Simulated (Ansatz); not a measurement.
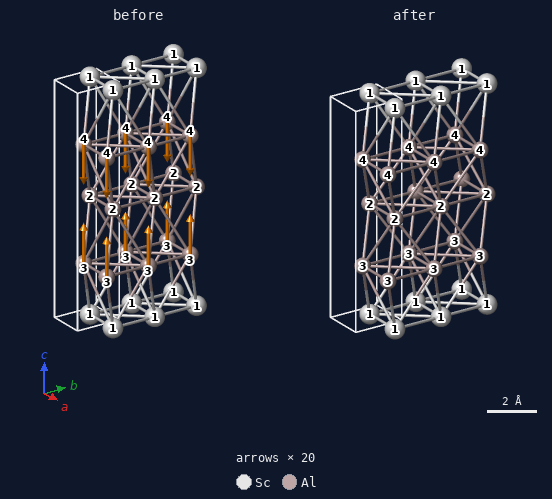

The structure of solid ScAl₃ (a generated structure, set up in P-6m2) (coarse preliminary run) before (left) and after (right) a relaxation, at one scale. The orange arrows give the displacements (the part carried along by the change of the cell is left out), magnified 20 times.

A ball-and-stick model of the cell of the calculation, repeated 2 × 3 × 1 with one cell outlined, seen slightly off an axis.

These are results of DFT PBE, scalar-relativistic, plane waves, PAW (Ansatz), not measurements.

The input:
```yaml
crystal:
  lattice:
    - [2.72856129, 0.0, 0.0]
    - [-1.36428064, 2.36300339, 0.0]
    - [0.0, 0.0, 10.13012921]
  atoms:
    - { symbol: Sc, position: [0.33333333, 0.66666667, 0.0] }
    - { symbol: Al, position: [0.33333333, 0.66666667, 0.5] }
    - { symbol: Al, position: [0.66666667, 0.33333333, 0.25] }
    - { symbol: Al, position: [0.66666667, 0.33333333, 0.75] }
basis:
  ecutwfc: 420
kpoints:
  mp_grid: { grid: [6, 6, 2] }
hamiltonian:
  xc: pbe
scf:
  occupations: { method: gaussian, width: 0.1 }
  lower_state_search: "off"
output:
  forces: true
  stress: true
  eigenvalues: true
relax:
  adjacent_minimum: "off"
  f_tol: 0.04
  max_steps: 70
  cell: { stress_tol: 0.4 }
```

Command:
```bash
ansatz run input.yaml --threads 1 --pin off --max-ram 2560MiB --backend cpu --events-out ev --progress --plain --runs-dir out
```

Summarise the run.

Answer. The largest moves relative to the cell, 0.086 Å, are those of Al3 and Al4. Al3 goes along +c. Sc stays in place. The drawn cell changes as follows: a = b 2.729 → 3.008 Å (+10.2 %), c 10.130 → 9.415 Å (−7.1 %); the volume changes by +12.9 %. Among the contacts that change: Al2–Al2 2.729 → 3.008 Å, Sc1–Sc1 2.729 → 3.008 Å, Al2–Al3 2.983 → 2.856 Å, Sc1–Al3 2.983 → 2.995 Å. The space group stays P-6m2 (No. 187). Over 4 accepted moves (5 points after the start) the energy falls by 0.810 eV per cell of the calculation. Largest force component: 0.19 eV/Å at the start, 0.019 eV/Å at the end. The pressure goes from 11.69 to 0.15 GPa. The SCF was repeated once at an unchanged geometry on a basis and grid sized afresh for the cell, which shifted the energy by 11.1 meV per cell of the calculation at most.

Limits of the set-up: the k-point mesh is coarse for a cell with partly filled bands.
